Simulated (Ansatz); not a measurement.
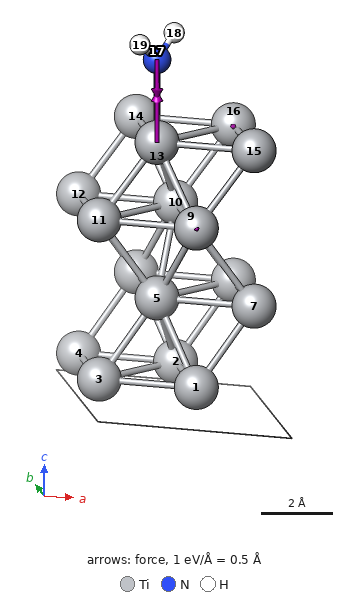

Starting geometry of a slab of composition Ti16H2N (cut from the P6_3/mmc phase) with the computed forces as purple arrows. Style: ball-and-stick. Shown: the cell of the calculation, outlined in the plane, without the vacuum (origin shifted), slightly off an axis.

Case: 1 NH2 a cell, anchor, over a top Ti site. The slab is the (0 0 1) face of Ti with NH2 on it. 8 atoms are held fixed.

Theory: DFT PBE+D3(BJ), scalar-relativistic, plane waves, PAW (Ansatz). Set-up: plane-wave cutoff 420 eV; k-point mesh 4 × 4 × 1; occupations gaussian; smearing width 0.1 eV; collinear spin; dipole correction; atoms relaxed in a fixed cell; force threshold 0.04 eV/Å; at most 100 steps.

Question: What follows when this structure is relaxed?

Answer: It isn't relaxed: the largest force vector, on a Ti atom, is 3.03 eV/Å. The final displacements have little in common with the starting forces (cosine between the two patterns 0.20). The largest move is that of an H atom, 2.35 Å at 70° to the normal (−c side). Largest moves by element: H 2.35 Å, N 1.88 Å, Ti 0.18 Å. The lattice vectors keep their values. Among the contacts that change: N–Ti 3.767 → 2.138 Å, N–Ti 3.767 → 2.259 Å, N–Ti 2.420 → 2.225 Å, Ti–Ti 2.886 → 3.017 Å. New bonds form, among them: N–Ti (3.77 → 2.14 Å), N–Ti (3.77 → 2.26 Å). Bond angles that change, for instance: Ti–N–H 127.0° → 93.6°, Ti–N–H 127.0° → 136.1°. The energy falls by 1.933 eV per cell of the calculation in 26 accepted moves (28 points after the start). The largest force component goes from 3 to 0.019 eV/Å. The line search rejected the trial steps at points 4, 24 of the run. The forces were under the threshold at step 18, but the run went on from there. The program noted that the starting moments weren't kept. The run may lie on a higher electronic state than the lowest, so the end point isn't shown to be the ground-state structure. The run took 54 min on 8 threads of Intel(R) Xeon(R) Processor @ 2.50GHz (Skylake/Cascade Lake), on a shared host, peak memory 4.1 GiB.

Limits of the set-up: the periodic images lie only 5.8 Å apart, so the values are limited by the cell's size.
